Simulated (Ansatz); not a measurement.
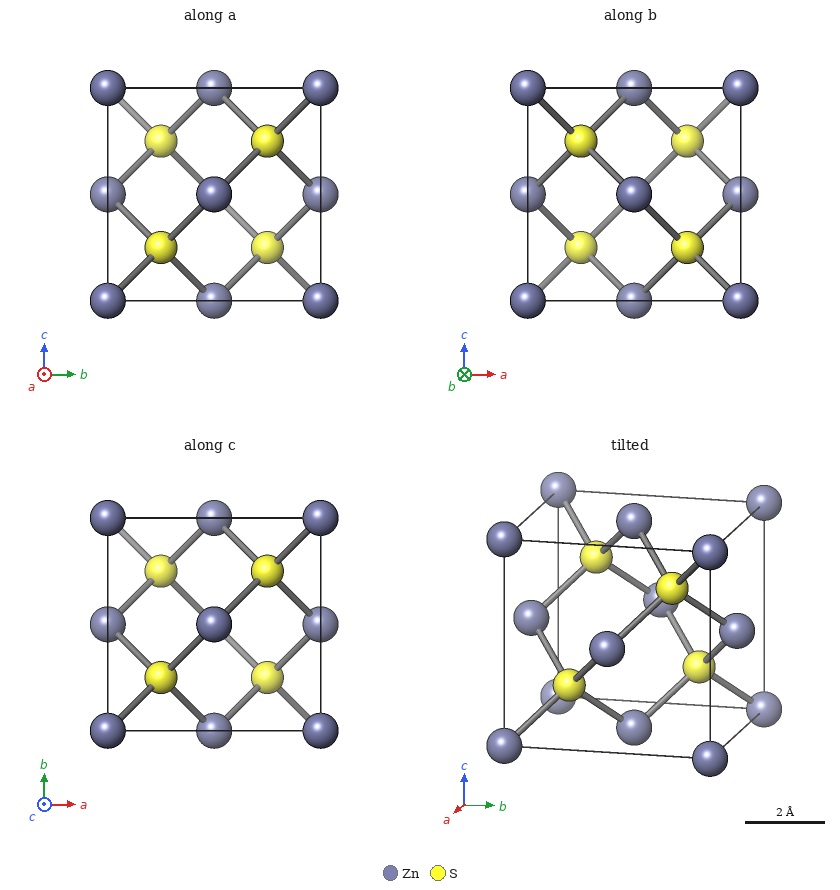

We look at a ball-and-stick model of the crystal along the a axis, along the b axis, along the c axis and slightly off an axis. One conventional unit cell is framed, with atoms on its boundary repeated.

Lattice parameters: a = 5.3882 Å, b = 5.3882 Å, c = 5.3882 Å, α = 90.000°, β = 90.000°, γ = 90.000°.

Q: Convert the drawing into a CIF in P1 with every atom of the cell.

A:
```cif
data_structure
_symmetry_space_group_name_H-M 'P 1'
_symmetry_Int_Tables_number 1
_cell_length_a 5.3882
_cell_length_b 5.3882
_cell_length_c 5.3882
_cell_angle_alpha 90.000
_cell_angle_beta 90.000
_cell_angle_gamma 90.000
_cell_volume 156.43
loop_
_atom_site_label
_atom_site_type_symbol
_atom_site_fract_x
_atom_site_fract_y
_atom_site_fract_z
_atom_site_occupancy
Zn1 Zn 0.0000 0.0000 0.0000 1
S1 S 0.2500 0.2500 0.7500 1
Zn2 Zn 0.0000 0.5000 0.5000 1
S2 S 0.2500 0.7500 0.2500 1
Zn3 Zn 0.5000 0.0000 0.5000 1
S3 S 0.7500 0.2500 0.2500 1
Zn4 Zn 0.5000 0.5000 0.0000 1
S4 S 0.7500 0.7500 0.7500 1
```

The initial geometry was a structure type filled with these elements by a generator (whether the compound takes this form wasn't checked). Earlier steps of the study may have refined or changed the cell and positions. An electronic-structure calculation with Ansatz was run on it.
